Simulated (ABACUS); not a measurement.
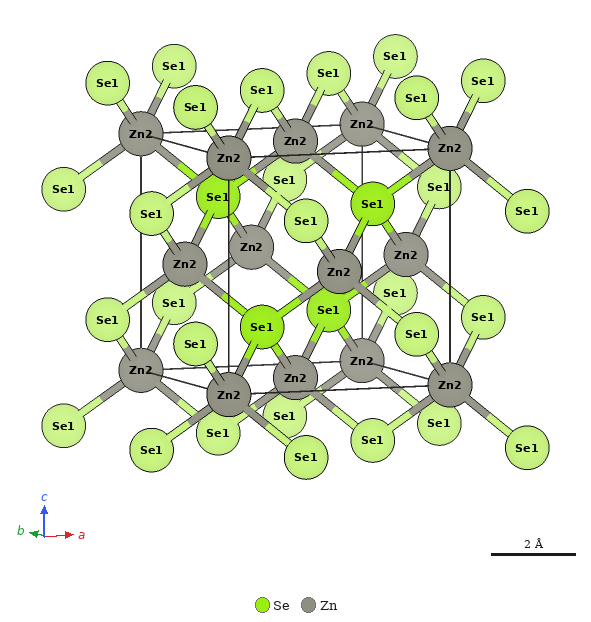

Fig. 1: The input geometry (ball-and-stick view of the cell 4 times as large as that of the calculation, set on its symmetry axes, seen slightly off an axis; neighbours outside the cell are drawn fainter; atoms are numbered from 1 in the order of the input).

# Geometry relaxation of ZnSe (part 1 of 2)

- system: ZnSe (F-43m, 2 atoms in the cell)
- method: Kohn-Sham DFT of a periodic cell, B86bPBE, PseudoDojo NC SR 0.4.1 PBE standard, no spin polarisation (ABACUS 3.10.1)

The structure derives from an entry of the Crystallography Open Database.

Input
```
INPUT_PARAMETERS
suffix              ZnSe
calculation         cell-relax
basis_type          pw
pseudo_dir          ./
symmetry            1
dft_functional      GGA_X_B86_MGC+GGA_C_PBE
ecutwfc             87
pseudo_rcut         7
nspin               1
nbands              22
ks_solver           dav
smearing_method     fd
smearing_sigma      0.00367493
scf_thr             1e-08
scf_nmax            100
mixing_type         broyden
mixing_beta         0.7
cal_force           1
cal_stress          1
relax_nmax          60
force_thr_ev        0.02
relax_method        cg
out_stru            1
stress_thr          1
kpar                4
```

File STRU
```
ATOMIC_SPECIES
Se 78.9710 Se.upf
Zn 65.3800 Zn.upf

LATTICE_CONSTANT
1.8897261246

LATTICE_VECTORS
0.0000000000 2.8338000000 2.8338000000
2.8338000000 0.0000000000 2.8338000000
2.8338000000 2.8338000000 0.0000000000

ATOMIC_POSITIONS
Direct

Se
0.0
1
0.7500000000 0.7500000000 0.7500000000 1 1 1

Zn
0.0
1
0.0000000000 0.0000000000 0.0000000000 1 1 1
```

File KPT
```
K_POINTS
0
Gamma
6 6 6 0 0 0
```

Machine: 4 threads of Intel Xeon @ 3.00GHz (Skylake/Cascade Lake), 12 GiB of memory available, shared host.

Launched with:
```bash
OMP_NUM_THREADS=1 mpirun -np 4 abacus > log
```

The program's output
```
ABACUS v3.10.1

               Atomic-orbital Based Ab-initio Computation at UStc

 ------------------------------------------------------------------------------------

 READING GENERAL INFORMATION
                           global_out_dir = OUT.ZnSe/
                           global_in_card = INPUT
                               pseudo_dir = ./
                              orbital_dir =
                                    DSIZE = 4
                                    GSIZE = 1

 READING UNITCELL INFORMATION
                                    ntype = 2
                  lattice constant (Bohr) = 1.88973
              lattice constant (Angstrom) = 1

 READING ATOM TYPE 1
                               atom label = Se
                      L=0, number of zeta = 1
                      L=1, number of zeta = 1
                      L=2, number of zeta = 1
             number of atom for this type = 1

 READING ATOM TYPE 2
                               atom label = Zn
                      L=0, number of zeta = 1
                      L=1, number of zeta = 1
                      L=2, number of zeta = 1
             number of atom for this type = 1

                        TOTAL ATOM NUMBER = 2
DIRECT COORDINATES
    atom                   x                   y                   z     mag                  vx                  vy                  vz
taud_Se1            0.7500000000        0.7500000000        0.7500000000  0.0000        0.0000000000        0.0000000000        0.0000000000
taud_Zn1            0.0000000000        0.0000000000        0.0000000000  0.0000        0.0000000000        0.0000000000        0.0000000000

                          Volume (Bohr^3) = 307.138
                             Volume (A^3) = 45.5132

 Lattice vectors: (Cartesian coordinate: in unit of a_0)
                   +0             +2.8338             +2.8338
              +2.8338                  +0             +2.8338
              +2.8338             +2.8338                  +0
 Reciprocal vectors: (Cartesian coordinate: in unit of 2 pi/a_0)
            -0.176442           +0.176442           +0.176442
            +0.176442           -0.176442           +0.176442
            +0.176442           +0.176442           -0.176442
 The esolver type has been set to : ksdft_pw

                PAO radial cut off (Bohr) = 7

 Read in pseudopotential file is Se.upf
                     pseudopotential type = NC
          exchange-correlation functional = PBE
                 nonlocal core correction = 1
                        valence electrons = 16
                                     lmax = 2
                           number of zeta = 3
                     number of projectors = 6
                           L of projector = 0
                           L of projector = 0
                           L of projector = 1
                           L of projector = 1
                           L of projector = 2
                           L of projector = 2
 XC functional updated to : GGA_X_B86_MGC+GGA_C_PBE
          exchange-correlation functional = GGA_X_B86_MGC+GGA_C_PBE
                PAO radial cut off (Bohr) = 7

 Read in pseudopotential file is Zn.upf
                     pseudopotential type = NC
          exchange-correlation functional = PBE
                 nonlocal core correction = 1
                        valence electrons = 20
                                     lmax = 2
                           number of zeta = 4
                     number of projectors = 6
                           L of projector = 0
                           L of projector = 0
                           L of projector = 1
                           L of projector = 1
                           L of projector = 2
                           L of projector = 2
 XC functional updated to : GGA_X_B86_MGC+GGA_C_PBE
          exchange-correlation functional = GGA_X_B86_MGC+GGA_C_PBE
     initial pseudo atomic orbital number = 19

 SETUP THE ELECTRONS NUMBER
            electron number of element Se = 16
      total electron number of element Se = 16
            electron number of element Zn = 20
      total electron number of element Zn = 20
            AUTOSET number of electrons:  = 36
                           occupied bands = 18
                                   NBANDS = 22
                                   NLOCAL = 18

%%%%%%%%%%%%%%%%%%%%%%%%%%%%%%%%%%%%%%%%%%%%%%%%%%%%%%%%%%%%%%%%%%%%%%%%%%%%%%%%%%%%%%%%%%%%%%%%%%%%%%%%%%
 Warning: the number of valence electrons in pseudopotential > 6 for Se: [Ar] 3d10 4s2 4p4
 Warning: the number of valence electrons in pseudopotential > 12 for Zn: [Ar] 3d10 4s2
 Pseudopotentials with additional electrons can yield (more) accurate outcomes, but may be less efficient.
 If you're confident that your chosen pseudopotential is appropriate, you can safely ignore this warning.
%%%%%%%%%%%%%%%%%%%%%%%%%%%%%%%%%%%%%%%%%%%%%%%%%%%%%%%%%%%%%%%%%%%%%%%%%%%%%%%%%%%%%%%%%%%%%%%%%%%%%%%%%%

 SETUP THE PLANE WAVE BASIS
 energy cutoff for charge/potential (unit:Ry) = 348
            fft grid for charge/potential = [ 45, 45, 45 ]
                        fft grid division = [ 1, 1, 1 ]
        big fft grid for charge/potential = [ 45, 45, 45 ]
                                     nbxx = 91125
                                     nrxx = 91125

 SETUP PLANE WAVES FOR CHARGE/POTENTIAL
                    number of plane waves = 33775
                         number of sticks = 1381

 PARALLEL PW FOR CHARGE/POTENTIAL
     PROC   COLUMNS(POT)             PW
        1           1381          33775
 --------------- sum -------------------
        1           1381          33775
                            number of |g| = 339
                                  max |g| = 31.4741
                                  min |g| = 0

----------- Double Check Mixing Parameters Begin ------------
mixing_type: broyden
mixing_beta: 0.7
mixing_gg0: 1
mixing_gg0_min: 0.1
mixing_ndim: 8
----------- Double Check Mixing Parameters End ------------

 LATTICE VECTORS: (CARTESIAN COORDINATE: IN UNIT OF A0)
                   +0             +2.8338             +2.8338
              +2.8338                  +0             +2.8338
              +2.8338             +2.8338                  +0
                       right hand lattice = 1
                                   NORM_A = 4.0076
                                   NORM_B = 4.0076
                                   NORM_C = 4.0076
                           ALPHA (DEGREE) = 60
                           BETA  (DEGREE) = 60
                           GAMMA (DEGREE) = 60

 The lattice vectors have been changed (STRU_SIMPLE.cif)

(for optimal symmetric configuration:)
                             BRAVAIS TYPE = 3
                     BRAVAIS LATTICE NAME = 03. Cubic F (face-centered)
                                    ibrav = 3
                                    IBRAV = 3
                                  BRAVAIS = FACE CENTERED CUBIC
                       LATTICE CONSTANT A = 5.6676
Original cell was already a primitive cell.
                        ROTATION MATRICES = 48
              PURE POINT GROUP OPERATIONS = 24
                   SPACE GROUP OPERATIONS = 24
                                       C2 = 3
                                       C3 = 8
                                       C4 = 0
                                       C6 = 0
                                       S1 = 6
                                       S3 = 0
                                       S4 = 6
                                       S6 = 0
                              POINT GROUP = T_d
                                       C2 = 3
                                       C3 = 8
                                       C4 = 0
                                       C6 = 0
                                       S1 = 6
                                       S3 = 0
                                       S4 = 6
                                       S6 = 0
               POINT GROUP IN SPACE GROUP = T_d

 SETUP K-POINTS
                                    nspin = 1
                   Input type of k points = Monkhorst-Pack(Gamma)
                                   nkstot = 216
                       right hand lattice = 1
(for reciprocal lattice: )
                             BRAVAIS TYPE = 2
                     BRAVAIS LATTICE NAME = 02. Cubic I (body-centered)
                                    ibrav = 2
                       right hand lattice = 1
(for k-lattice: )
                             BRAVAIS TYPE = 2
                     BRAVAIS LATTICE NAME = 02. Cubic I (body-centered)
                                    ibrav = 2
                       right hand lattice = 1
                        ROTATION MATRICES = 48
                               nkstot_ibz = 16
K-POINTS REDUCTION ACCORDING TO SYMMETRY
     IBZ    DIRECT_X    DIRECT_Y    DIRECT_Z  WEIGHT  ibz2bz
       1  0.00000000  0.00000000  0.00000000  0.0046       0
       2  0.16666667  0.16666667  0.16666667  0.0370       1
       3  0.33333333  0.33333333  0.33333333  0.0370       2
       4  0.50000000  0.50000000  0.50000000  0.0185       3
       5  0.16666667  0.16666667  0.00000000  0.0278       7
       6  0.33333333  0.33333333  0.16666667  0.1111       8
       7  0.50000000  0.50000000  0.33333333  0.1111       9
       8  0.50000000  0.33333333  0.33333333  0.1111      10
       9  0.33333333  0.16666667  0.16666667  0.0556      11
      10  0.33333333  0.33333333  0.00000000  0.0278      14
      11  0.50000000  0.50000000  0.16666667  0.1111      15
      12 -0.33333333  0.33333333  0.33333333  0.0556      16
      13  0.50000000  0.50000000  0.00000000  0.0139      21
      14  0.50000000  0.33333333  0.16666667  0.1111      51
      15  0.50000000  0.33333333 -0.33333333  0.1111      52
      16  0.50000000  0.33333333 -0.16666667  0.0556      58

                               nkstot now = 16
[... K-POINTS DIRECT COORDINATES: 16 rows ...]

           k-point number in this process = 4
       minimum distributed K point number = 4
[... stars of the k points ...]

[... K-POINTS CARTESIAN COORDINATES: 4 rows ...]

[... K-POINTS DIRECT COORDINATES: 4 rows ...]

 SETUP PLANE WAVES FOR WAVE FUNCTIONS
     energy cutoff for wavefunc (unit:Ry) = 87
              fft grid for wave functions = [ 45, 45, 45 ]
                    number of plane waves = 4957
                         number of sticks = 379

 PARALLEL PW FOR WAVE FUNCTIONS
     PROC   COLUMNS(POT)             PW
        1            379           4957
 --------------- sum -------------------
        1            379           4957

 SETUP NONLOCAL PSEUDOPOTENTIALS IN PLANE WAVE BASIS
 Se non-local projectors:
 projector 1 L=0
 projector 2 L=0
 projector 3 L=1
 projector 4 L=1
 projector 5 L=2
 projector 6 L=2
 Zn non-local projectors:
 projector 1 L=0
 projector 2 L=0
 projector 3 L=1
 projector 4 L=1
 projector 5 L=2
 projector 6 L=2
      TOTAL NUMBER OF NONLOCAL PROJECTORS = 36

 Init Non-Local PseudoPotential table :
 Init Non-Local-Pseudopotential done.

                                     npwx = 4279

 Make real space PAO into reciprocal space.
       max mesh points in Pseudopotential = 701
     dq(describe PAO in reciprocal space) = 0.01
                                    max q = 1873

 number of pseudo atomic orbitals for Se is 3
WARNING: norm of atomic wavefunction # 2 of atomic type Se is 0.999994, renormalized
WARNING: norm of atomic wavefunction # 3 of atomic type Se is 0.99943, renormalized

 number of pseudo atomic orbitals for Zn is 4
WARNING: norm of atomic wavefunction # 3 of atomic type Zn is 0.999997, renormalized
WARNING: norm of atomic wavefunction # 4 of atomic type Zn is 0.998385, renormalized

 -------------------------------------------
 STEP OF RELAXATION : 1
 -------------------------------------------
                                 init_chg = atomic

 PW ALGORITHM --------------- ION=   1  ELEC=   1--------------------------------

 Notice: Threshold on eigenvalues was too large.
 hsover_error=0.36 > DRHO=0.0690755
 Origin diag ethr = 0.01
 New diag ethr = 0.000191876

 Density error is 0.0701388431043
                          Error Threshold = 0.000191876328493
----------------------------------------------------------
     Energy           Rydberg                 eV
----------------------------------------------------------
 E_KohnSham     -660.9203262098      -8992.2823604721
 E_Harris       -662.7763651781      -9017.5350661512
 E_Fermi        0.6467317258         8.7992365478
----------------------------------------------------------

 PW ALGORITHM --------------- ION=   1  ELEC=   2--------------------------------

 Density error is 0.0139109267626
                          Error Threshold = 0.000194830119734
----------------------------------------------------------
     Energy           Rydberg                 eV
----------------------------------------------------------
 E_KohnSham     -660.9380552820      -8992.5235768739
 E_Harris       -659.2573737726      -8969.6567318232
 E_Fermi        0.6627366874         9.0169952225
----------------------------------------------------------

 PW ALGORITHM --------------- ION=   1  ELEC=   3--------------------------------

 Density error is 0.00066760585147
                          Error Threshold = 3.86414632295e-05
----------------------------------------------------------
     Energy           Rydberg                 eV
----------------------------------------------------------
 E_KohnSham     -660.9414400134      -8992.5696285069
 E_Harris       -661.2887457475      -8997.2949654398
 E_Fermi        0.6633513525         9.0253581705
----------------------------------------------------------

 PW ALGORITHM --------------- ION=   1  ELEC=   4--------------------------------

 Density error is 3.75417127838e-05
                          Error Threshold = 1.85446069853e-06
----------------------------------------------------------
     Energy           Rydberg                 eV
----------------------------------------------------------
 E_KohnSham     -660.9415686163      -8992.5713782394
 E_Harris       -660.8504722081      -8991.3319480210
 E_Fermi        0.6636176901         9.0289818790
----------------------------------------------------------

 PW ALGORITHM --------------- ION=   1  ELEC=   5--------------------------------

 Density error is 1.91166799241e-06
                          Error Threshold = 1.0428253551e-07
----------------------------------------------------------
     Energy           Rydberg                 eV
```
